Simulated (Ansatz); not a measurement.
**Run report: GaN, geometry relaxation (part 1 of 3)**

GaN (P6₃/mmc, 4 atoms in the cell), computed with DFT, PBE, PAW with Ansatz's default frozen-core files, scalar-relativistic, no spin polarisation (Ansatz 0.2.0).

The structure was built on a prototype by a generator; it need not be a known phase. Its volume is 0.93 times that of the source entry. It belongs to a series of runs on one base structure; here: NiAs relaxed under pressure, PAW files. Figures and captions count atoms from 1; the log counts them from 0 in places.

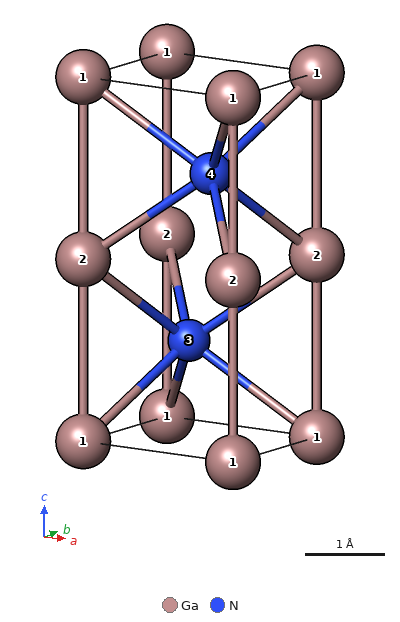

Figure 1. The structure as given in the input (ball-and-stick view of the cell of the calculation, seen slightly off an axis; atoms are numbered from 1 in the order of the input). Near neighbours in the crystal (not all of them lie inside the picture): Ga has 2 Ga at 2.32 Å and 6 N at 2.08 Å; N has 6 Ga at 2.08 Å.

### Key numbers

| quantity | value |
| --- | --- |
| outcome | converged |
| space group (tolerance 0.01 Å) | P6₃/mmc (194) |
| electrons treated | 36 |
| free energy | −8333.2508 eV |
| Fermi energy | 14.612 eV |
| pressure | 18.00 GPa |
| final volume | 36.92 Å³ |
| largest force (length of the vector) at the end | under 0.001 eV/Å |
| final cell | a = 2.924 Å, b = 2.924 Å, c = 4.986 Å, α = 90.00°, β = 90.00°, γ = 120.00° |
| hardware | 1 thread of Arm Neoverse V1, 24 GiB of memory available, shared host |
| wall time | 37 s |
| peak memory | 0.35 GiB |

### Notes

The cell was relaxed to the target pressure of the input; what is minimised is then the enthalpy E + pV.

### Input
```yaml
crystal:
  lattice:
    - [2.9977699584, 0.0, 0.0]
    - [-1.4988849792, 2.5961449387, 0.0]
    - [0.0, 0.0, 4.6465434356]
  atoms:
    - { symbol: Ga, position: [0.0, 0.0, 0.0] }
    - { symbol: Ga, position: [0.0, 0.0, 0.5] }
    - { symbol: "N", position: [0.3333333333, 0.6666666667, 0.25] }
    - { symbol: "N", position: [0.6666666667, 0.3333333333, 0.75] }
kpoints:
  mp_grid: { grid: [11, 11, 7] }
scf:
  occupations: { method: fermi_dirac, width: 0.08 }
hamiltonian:
  xc: pbe
  pseudopotentials: { kind: paw }
output:
  forces: true
  stress: true
  eigenvalues: true
  write_density: true
  write_potential: true
  elf: true
  volumetric_format: npy
relax:
  f_tol: 0.005
  max_steps: 40
  cell: { p_target: 18.0, stress_tol: 0.03 }
```

Launched with:
```bash
ansatz run input.yaml --threads 1 --pin off --max-ram 3584MiB --backend cpu --events-out ev --progress --plain --runs-dir out
```

### Log
```
Engine: ansatz 0.2.0, aarch64-unknown-linux-gnu
Pseudopotentials: kind: paw
Pseudopotential: Ga, paw, valence charge 13, recommended cutoff 420 eV (normal), Ga.paw.azcp
Pseudopotential: N, paw, valence charge 5, recommended cutoff 420 eV (normal), N.paw.azcp
Functional definition: PBE
  parameter kappa = 0.804
  parameter beta = 0.06672455060314922
  exchange = pbe_x(kappa = kappa, mu = beta*pi^2/3)
  correlation = pbe_c(beta = beta)
Crystal: 4 atoms, lattice volume = 36.162 Å³
Basis set: ecut = 420 eV, 699 PW (Γ), exchange–correlation on 48×48×64 points (8 copies of the dense FFT grid, shifted against one another)
Bands: 22, of which v1, the nominal top of the filled ones, is band 18 counted from 1 (17 counted from 0)
Symmetry: 24 space group operations
Space group: P63/mmc (ITA 194), of the structure as read, at distance tolerance 3.3e-5 Å
k-points: 64 of 847
Non-local potential: Ga, projectors of the file, l = 0: 2, l = 1: 2, l = 2: 3, l = 3: 1
Non-local potential: N, projectors of the file, l = 0: 2, l = 1: 2, l = 2: 1
PAW form: soft (Blöchl's): semilocal exchange-correlation on the pseudo side does not see the compensation charge
PAW one-centre angular grid: Ga, 590 points (default); XC on 64 Gauss nodes
PAW one-centre angular grid: N, 110 points (default); XC on 64 Gauss nodes
Initial density: superposition of atomic densities (neutral atoms: chi_scale 0, normalization atom), corrected by the library's trained network
Initial wavefunctions: pseudopotential atomic-orbital guess
Functional: x = pbe(κ = 0.804, μ = 0.2195149727645171), c = pbe(β = 0.06672455060314922)
SCF iter   1: F=—  HF=-8332.731300 eV  |F-HF|=—  |Δ(HF+E_count)|=         —  Δρ=2.42e-3  dr2=1.62e-3  ethr=1.77e-3  ⟨swp⟩=5.0  Hψ=5870  notcnv=0
preconditioner: auto → none  [insulator: Δε(μ)=2.307 eV  Ē_g=17.523 eV  σ=0.080 eV  W_gap=1.00  n_scr=10 (ndim 8)  ℏωp=37.0 eV  f_vac=0.000  D(μ)=0.00/eV (n_scr^D=0)  ε∞_Penn≈5.5]
SCF iter   2: F=—  HF=-8332.731278 eV  |F-HF|=—  |Δ(HF+E_count)|=   2.18e-5  Δρ=1.12e-3  dr2=3.11e-4  ethr=4.50e-6  ⟨swp⟩=2.0  Hψ=2976  notcnv=0
SCF iter   3: F=—  HF=-8332.731460 eV  |F-HF|=—  |Δ(HF+E_count)|=   1.82e-4  Δρ=3.11e-4  dr2=1.65e-5  ethr=8.64e-7  ⟨swp⟩=2.0  Hψ=2549  notcnv=0
SCF iter   4: F=—  HF=-8332.731445 eV  |F-HF|=—  |Δ(HF+E_count)|=   1.45e-5  Δρ=8.25e-5  dr2=1.35e-6  ethr=4.57e-8  ⟨swp⟩=2.0  Hψ=2536  notcnv=0
iter 5 did not close the SCF: its close was put off for the readings that it lacked (scf_convergence_deferred on its scf_iter line)
SCF iter   5: F=-8332.731447 eV  HF=-8332.731447 eV  |F-HF|=2.67e-8  |Δ(HF+E_count)|=   1.09e-6  Δρ=1.10e-5  dr2=2.15e-8  ethr=3.76e-9  ⟨swp⟩=2.1  Hψ=2481  notcnv=0
SCF iter   6: F=-8332.731447 eV  HF=-8332.731447 eV  |F-HF|=3.78e-10  |Δ(HF+E_count)|=   3.26e-8  Δρ=2.84e-6  dr2=1.50e-9  ethr=5.98e-11  ⟨swp⟩=5.3  Hψ=8402  notcnv=0
SCF 1 converged in 6 iterations: F = -8332.731447 eV  dr2 = 1.50e-9
  greatest PAW one-centre occupation: 0.998 electrons in one spin orbital (limit 2), on the Ga atom at site 0 (counted from 0), in its partial waves of l = 2
relax step   1: F+E_penalty+E_count = -8332.73144655 eV  Δ(F+E_penalty+E_count) = +0.000e0 eV  max|allowed force component| = 5.829e-16 eV/Å  Δτ_max = 0.0000 Å  P = +28.493 GPa  Ω = 36.162 Å³  (6 SCF iters, dr2 threshold 1.00e-7 eV, accepted)
Crystal: 4 atoms, lattice volume = 36.365 Å³
Basis set: ecut = 420 eV, 701 PW (Γ), exchange–correlation on 48×48×64 points (8 copies of the dense FFT grid, shifted against one another)
Initial density: handed on by an earlier stage of this run
Initial wavefunctions: those handed on with the density
iter 1 solved again at ethr=3.91e-5 eV; its pass at ethr=3.10e-3 eV (dr2=1.41e-2 eV) is discarded
SCF iter   1: F=—  HF=-8333.147603 eV  |F-HF|=—  |Δ(HF+E_count)|=         —  Δρ=1.01e-2  dr2=1.45e-2  ethr=3.91e-5  ⟨swp⟩=1.7  Hψ=8930  notcnv=0
preconditioner: auto → none  [insulator: Δε(μ)=2.092 eV  Ē_g=17.468 eV  σ=0.080 eV  W_gap=1.00  n_scr=10 (ndim 8)  ℏωp=36.9 eV  f_vac=0.000  D(μ)=0.00/eV (n_scr^D=0)  ε∞_Penn≈5.5]
SCF iter   2: F=—  HF=-8333.144128 eV  |F-HF|=—  |Δ(HF+E_count)|=   3.48e-3  Δρ=4.61e-3  dr2=2.83e-3  ethr=3.91e-5  ⟨swp⟩=1.0  Hψ=1408  notcnv=0
SCF iter   3: F=—  HF=-8333.143671 eV  |F-HF|=—  |Δ(HF+E_count)|=   4.57e-4  Δρ=3.79e-4  dr2=2.85e-5  ethr=7.86e-6  ⟨swp⟩=2.0  Hψ=2560  notcnv=0
SCF iter   4: F=—  HF=-8333.143576 eV  |F-HF|=—  |Δ(HF+E_count)|=   9.42e-5  Δρ=2.30e-4  dr2=1.43e-5  ethr=7.92e-8  ⟨swp⟩=2.0  Hψ=2560  notcnv=0
SCF iter   5: F=—  HF=-8333.143571 eV  |F-HF|=—  |Δ(HF+E_count)|=   5.29e-6  Δρ=1.01e-4  dr2=2.52e-6  ethr=3.96e-8  ⟨swp⟩=2.1  Hψ=2386  notcnv=0
SCF iter   6: F=-8333.143570 eV  HF=-8333.143570 eV  |F-HF|=3.83e-8  |Δ(HF+E_count)|=   9.34e-7  Δρ=1.16e-5  dr2=3.39e-8  ethr=1.11e-9  ⟨swp⟩=7.0  Hψ=10463  notcnv=0
SCF 2 converged in 6 iterations: F = -8333.143570 eV  dr2 = 3.39e-8
  greatest PAW one-centre occupation: 0.997 electrons in one spin orbital (limit 2), on the Ga atom at site 1 (counted from 0), in its partial waves of l = 2
relax step   2: F+E_penalty+E_count = -8333.14357006 eV  Δ(F+E_penalty+E_count) = -4.121e-1 eV  max|allowed force component| = 5.736e-16 eV/Å  Δτ_max = 0.0000 Å  P = +23.169 GPa  Ω = 36.365 Å³  energy of the carried Pulay correction = -8.620e-4 eV  (6 SCF iters, dr2 threshold 4.00e-7 eV, accepted)
Crystal: 4 atoms, lattice volume = 36.693 Å³
Basis set: ecut = 420 eV, 713 PW (Γ), exchange–correlation on 48×48×64 points (8 copies of the dense FFT grid, shifted against one another)
iter 1 solved again at ethr=7.44e-6 eV; its pass at ethr=3.10e-3 eV (dr2=2.68e-3 eV) is discarded
SCF iter   1: F=—  HF=-8333.216470 eV  |F-HF|=—  |Δ(HF+E_count)|=         —  Δρ=3.79e-3  dr2=2.51e-3  ethr=7.44e-6  ⟨swp⟩=2.0  Hψ=8918  notcnv=0
preconditioner: auto → none  [insulator: Δε(μ)=1.769 eV  Ē_g=17.366 eV  σ=0.080 eV  W_gap=1.00  n_scr=10 (ndim 8)  ℏωp=36.8 eV  f_vac=0.000  D(μ)=0.00/eV (n_scr^D=0)  ε∞_Penn≈5.5]
SCF iter   2: F=—  HF=-8333.215847 eV  |F-HF|=—  |Δ(HF+E_count)|=   6.23e-4  Δρ=1.57e-3  dr2=3.46e-4  ethr=6.98e-6  ⟨swp⟩=2.3  Hψ=2203  notcnv=0
SCF iter   3: F=—  HF=-8333.215664 eV  |F-HF|=—  |Δ(HF+E_count)|=   1.83e-4  Δρ=1.83e-4  dr2=3.70e-6  ethr=9.61e-7  ⟨swp⟩=2.0  Hψ=2276  notcnv=0
SCF iter   4: F=—  HF=-8333.215666 eV  |F-HF|=—  |Δ(HF+E_count)|=   1.64e-6  Δρ=5.39e-5  dr2=5.37e-7  ethr=1.03e-8  ⟨swp⟩=2.0  Hψ=2539  notcnv=0
iter 5 did not close the SCF: its close was put off for the readings that it lacked (scf_convergence_deferred on its scf_iter line)
SCF iter   5: F=-8333.215665 eV  HF=-8333.215665 eV  |F-HF|=1.43e-8  |Δ(HF+E_count)|=   4.07e-7  Δρ=1.62e-5  dr2=3.28e-8  ethr=1.49e-9  ⟨swp⟩=2.0  Hψ=2540  notcnv=0
SCF iter   6: F=-8333.215665 eV  HF=-8333.215665 eV  |F-HF|=2.36e-11  |Δ(HF+E_count)|=   2.30e-8  Δρ=2.22e-6  dr2=7.41e-10  ethr=9.10e-11  ⟨swp⟩=6.0  Hψ=9798  notcnv=0
SCF 3 converged in 6 iterations: F = -8333.215665 eV  dr2 = 7.41e-10
relax step   3: F+E_penalty+E_count = -8333.21566530 eV  Δ(F+E_penalty+E_count) = -7.210e-2 eV  max|allowed force component| = 2.961e-16 eV/Å  Δτ_max = 0.0000 Å  P = +19.581 GPa  Ω = 36.693 Å³  energy of the carried Pulay correction = -2.253e-3 eV  (6 SCF iters, dr2 threshold 4.00e-7 eV, accepted)
Crystal: 4 atoms, lattice volume = 36.948 Å³
iter 1 solved again at ethr=2.24e-6 eV; its pass at ethr=3.10e-3 eV (dr2=8.07e-4 eV) is discarded
SCF iter   1: F=—  HF=-8333.244510 eV  |F-HF|=—  |Δ(HF+E_count)|=         —  Δρ=1.52e-3  dr2=8.20e-4  ethr=2.24e-6  ⟨swp⟩=2.0  Hψ=7295  notcnv=0
preconditioner: auto → none  [insulator: Δε(μ)=1.711 eV  Ē_g=17.307 eV  σ=0.080 eV  W_gap=1.00  n_scr=10 (ndim 8)  ℏωp=36.7 eV  f_vac=0.000  D(μ)=0.00/eV (n_scr^D=0)  ε∞_Penn≈5.5]
SCF iter   2: F=—  HF=-8333.244288 eV  |F-HF|=—  |Δ(HF+E_count)|=   2.22e-4  Δρ=3.95e-4  dr2=5.77e-5  ethr=2.24e-6  ⟨swp⟩=2.0  Hψ=1770  notcnv=0
SCF iter   3: F=—  HF=-8333.244140 eV  |F-HF|=—  |Δ(HF+E_count)|=   1.49e-4  Δρ=1.07e-4  dr2=1.53e-6  ethr=1.60e-7  ⟨swp⟩=2.0  Hψ=2551  notcnv=0
iter 4 did not close the SCF: its close was put off for the readings that it lacked (scf_convergence_deferred on its scf_iter line)
SCF iter   4: F=-8333.244140 eV  HF=-8333.244140 eV  |F-HF|=2.29e-7  |Δ(HF+E_count)|=   4.58e-7  Δρ=2.04e-5  dr2=1.77e-7  ethr=4.25e-9  ⟨swp⟩=2.0  Hψ=1818  notcnv=0
iter 5 did not close the SCF: its close was put off for the readings that it lacked (scf_convergence_deferred on its scf_iter line)
SCF iter   5: F=-8333.244140 eV  HF=-8333.244140 eV  |F-HF|=2.66e-8  |Δ(HF+E_count)|=   5.54e-8  Δρ=8.72e-6  dr2=1.48e-8  ethr=4.92e-10  ⟨swp⟩=2.0  Hψ=2532  notcnv=0
SCF iter   6: F=-8333.244140 eV  HF=-8333.244140 eV  |F-HF|=6.04e-10  |Δ(HF+E_count)|=   1.11e-8  Δρ=1.96e-6  dr2=5.80e-10  ethr=4.10e-11  ⟨swp⟩=6.0  Hψ=9772  notcnv=0
SCF 4 converged in 6 iterations: F = -8333.244140 eV  dr2 = 5.80e-10
relax step   4: F+E_penalty+E_count = -8333.24414023 eV  Δ(F+E_penalty+E_count) = -2.847e-2 eV  max|allowed force component| = 5.736e-16 eV/Å  Δτ_max = 0.0000 Å  P = +17.566 GPa  Ω = 36.948 Å³  energy of the carried Pulay correction = -3.326e-3 eV  (6 SCF iters, dr2 threshold 4.00e-7 eV, accepted)
Crystal: 4 atoms, lattice volume = 36.888 Å³
iter 1 solved again at ethr=1.25e-7 eV; its pass at ethr=3.10e-3 eV (dr2=4.49e-5 eV) is discarded
SCF iter   1: F=—  HF=-8333.237992 eV  |F-HF|=—  |Δ(HF+E_count)|=         —  Δρ=3.73e-4  dr2=4.70e-5  ethr=1.25e-7  ⟨swp⟩=2.0  Hψ=7251  notcnv=0
preconditioner: auto → none  [insulator: Δε(μ)=1.740 eV  Ē_g=17.322 eV  σ=0.080 eV  W_gap=1.00  n_scr=10 (ndim 8)  ℏωp=36.7 eV  f_vac=0.000  D(μ)=0.00/eV (n_scr^D=0)  ε∞_Penn≈5.5]
SCF iter   2: F=—  HF=-8333.237839 eV  |F-HF|=—  |Δ(HF+E_count)|=   1.53e-4  Δρ=1.07e-4  dr2=3.50e-6  ethr=1.25e-7  ⟨swp⟩=2.0  Hψ=1772  notcnv=0
iter 3 did not close the SCF: its close was put off for the readings that it lacked (scf_convergence_deferred on its scf_iter line)
SCF iter   3: F=-8333.237839 eV  HF=-8333.237839 eV  |F-HF|=6.50e-9  |Δ(HF+E_count)|=   4.59e-7  Δρ=2.79e-5  dr2=9.18e-8  ethr=9.71e-9  ⟨swp⟩=2.0  Hψ=2550  notcnv=0
iter 4 did not close the SCF: its close was put off for the readings that it lacked (scf_convergence_deferred on its scf_iter line)
SCF iter   4: F=-8333.237839 eV  HF=-8333.237839 eV  |F-HF|=1.85e-8  |Δ(HF+E_count)|=   2.04e-8  Δρ=5.38e-6  dr2=1.06e-8  ethr=2.55e-10  ⟨swp⟩=2.0  Hψ=2432  notcnv=0
iter 5 did not close the SCF: its close was put off for the readings that it lacked (scf_convergence_deferred on its scf_iter line)
SCF iter   5: F=-8333.237839 eV  HF=-8333.237839 eV  |F-HF|=7.29e-10  |Δ(HF+E_count)|=   5.49e-9  Δρ=1.60e-6  dr2=5.74e-10  ethr=2.94e-11  ⟨swp⟩=2.0  Hψ=2545  notcnv=0
SCF iter   6: F=-8333.237839 eV  HF=-8333.237839 eV  |F-HF|=3.64e-12  |Δ(HF+E_count)|=  2.66e-10  Δρ=2.54e-7  dr2=1.07e-11  ethr=1.59e-12  ⟨swp⟩=5.0  Hψ=8760  notcnv=0
SCF 5 converged in 6 iterations: F = -8333.237839 eV  dr2 = 1.07e-11
relax step   5: F+E_penalty+E_count = -8333.23783859 eV  Δ(F+E_penalty+E_count) = +6.302e-3 eV  max|allowed force component| = 2.961e-16 eV/Å  Δτ_max = 0.0000 Å  P = +17.997 GPa  Ω = 36.888 Å³  energy of the carried Pulay correction = -3.077e-3 eV  (6 SCF iters, dr2 threshold 4.00e-7 eV, accepted)
Basis set: ecut = 420 eV, 713 PW (Γ), exchange–correlation on 40×40×72 points (8 copies of the dense FFT grid, shifted against one another)
Initial wavefunctions: pseudopotential atomic-orbital guess (no wavefunctions were taken with the density)
iter 1 solved again at ethr=6.35e-8 eV; its pass at ethr=3.10e-3 eV (dr2=2.29e-5 eV) is discarded
```
